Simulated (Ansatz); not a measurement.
CrI3 (space group Pm-3m, No. 221). Coordinates: the input geometry of an electronic-structure calculation (not necessarily at equilibrium); the starting structure was generated, so it need not be a known form of this composition.

```xyz
4
Lattice="5.4347 0.0000 0.0000 0.0000 5.4347 0.0000 0.0000 0.0000 5.4347" Properties=species:S:1:pos:R:3 pbc="T T T"
Cr    0.0000    0.0000    0.0000
I     2.7174    0.0000    0.0000
I     0.0000    0.0000    2.7174
I     0.0000    2.7174    0.0000
```

Bonds are taken as Cr–I below 3.1 Å; no other contact counts. Simplification: prune 0- and 1-connected atoms, fold 2-connected ones into links.

Derive the underlying net.

The result is a uninodal 6-connected, three-periodic net: Cr is a 6-connected node. I becomes part of the edges. It is the pcu net, known from NaCl, ReO3 and the B-X framework of perovskite. It is a single net, without interpenetration.

```tsv
node	links	point symbol	coordination sequence
Cr	6	4^12.6^3	6 18 38 66 102 146 198 258 326 402
```

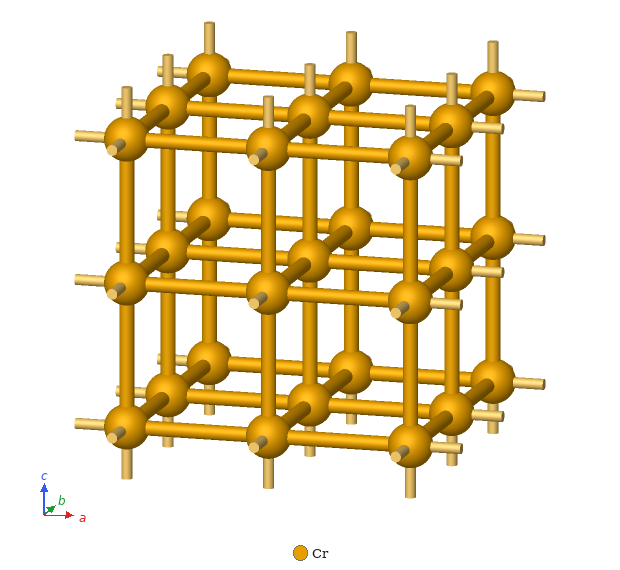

Nodes are coloured by topological kind. Short stubs are edges that leave the cut-out.
